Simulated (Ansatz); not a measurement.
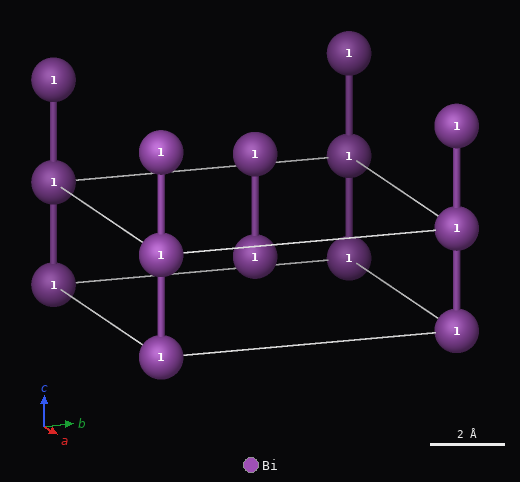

The starting point is a symmetric starting cell of Bi. The picture is a ball-and-stick view of the conventional cell (2 times the calculation's cell), repeated 1 × 1 × 2 with one cell outlined, seen from a free direction. Lengths and directions refer to the drawn axes.

The calculation used Ansatz 0.2.0, DFT PBEsol, scalar-relativistic, plane waves, PAW. Settings: plane-wave cutoff 420 eV; k-point mesh 16 × 16 × 16; occupations gaussian; smearing width 0.1 eV; no spin polarisation.

Change: All lengths are scaled by +2.4 % (volume +7.5 %), the atoms keeping their fractional coordinates. No relaxation follows. The starting cell wasn't computed here and needn't be at equilibrium, so pressure and forces aren't due to the change alone.

Question: What is the effect?

Answer: Among the bonded contacts that change: Bi–Bi 2.861 → 2.931 Å. The space group stays I4/mmm (No. 139). The pressure is −0.6 GPa (not all of it need come from the change, since the unchanged cell can be under pressure at this level too). The principal stresses (compression positive) are −1.5 GPa along c and −0.1 GPa across it. All forces vanish by symmetry.

The changed structure in the same view:

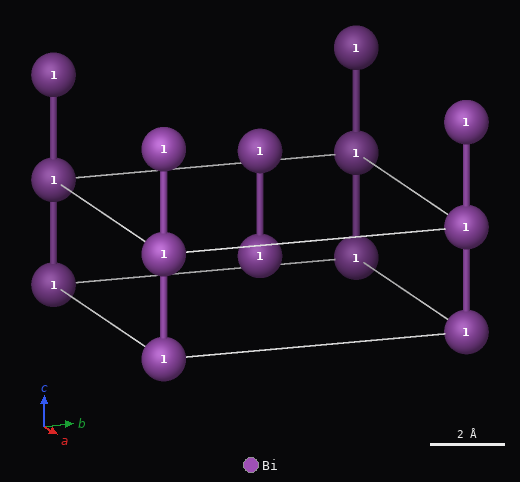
